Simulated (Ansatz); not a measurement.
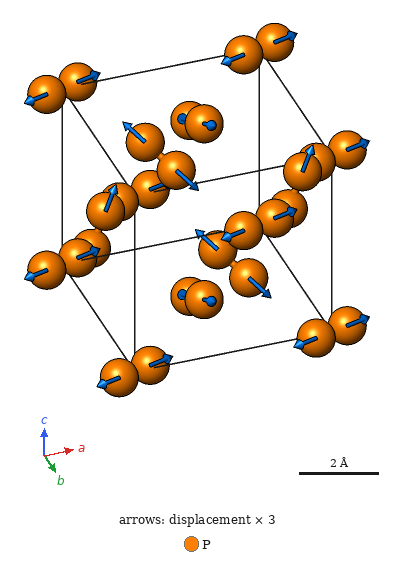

This is a relaxation of a crystal of P (a generated structure, set up in Pa-3) (coarse preliminary run). The starting structure is drawn; blue arrows show the displacements (the part carried along by the change of the cell is left out), 3 times their true length.

The picture is a ball-and-stick view of the cell of the calculation, seen from a free direction.

Level of theory: DFT PBE, scalar-relativistic, plane waves, PAW (Ansatz 0.2.0).

Input
```yaml
crystal:
  lattice:
    - [5.33945752, 0.0, 0.0]
    - [0.0, 5.33945752, 0.0]
    - [0.0, 0.0, 5.33945752]
  atoms:
    - { symbol: P, position: [0.05739732, 0.05739732, 0.05739732] }
    - { symbol: P, position: [0.44260268, 0.94260268, 0.55739732] }
    - { symbol: P, position: [0.55739732, 0.44260268, 0.94260268] }
    - { symbol: P, position: [0.94260268, 0.55739732, 0.44260268] }
    - { symbol: P, position: [0.94260268, 0.94260268, 0.94260268] }
    - { symbol: P, position: [0.55739732, 0.05739732, 0.44260268] }
    - { symbol: P, position: [0.44260268, 0.55739732, 0.05739732] }
    - { symbol: P, position: [0.05739732, 0.44260268, 0.55739732] }
basis:
  ecutwfc: 420
kpoints:
  mp_grid: { grid: [4, 4, 4] }
hamiltonian:
  xc: pbe
scf:
  occupations: { method: gaussian, width: 0.1 }
  lower_state_search: "off"
output:
  forces: true
  stress: true
  eigenvalues: true
relax:
  adjacent_minimum: "off"
  f_tol: 0.04
  max_steps: 70
  cell: { stress_tol: 0.4 }
```

Run as
```bash
ansatz run input.yaml --threads 1 --pin off --max-ram 2048MiB --backend cpu --events-out ev --progress --plain --runs-dir out
```

Q: What happened in the run?

A: Over 9 accepted moves (11 points after the start) the energy falls by 26278 meV per atom. Largest force component: 120 eV/Å at the start, 0.014 eV/Å at the end. Pressure: 315.79 GPa at the start and 0.24 GPa at the end. At 2 points the geometry stayed and the basis and grid were re-selected for the new cell (energy shift of 37.4 meV per atom at most each time). The largest moves relative to the cell, 0.27 Å, are those of 8 atoms (P1, P2, P3, P4 and others). P2 goes along [−1 −1 1]. Cell: a = b = c 5.339 → 6.938 Å (+29.9 %). Volume +119.4 %. Among the contacts that change: P1–P5 1.062 → 1.910 Å. The space group stays Pa-3 (No. 205). Cost: 59 s on 1 thread of AMD EPYC 7R43 64-Core Processor (Zen 3) (shared host), peak memory 0.6 GiB.
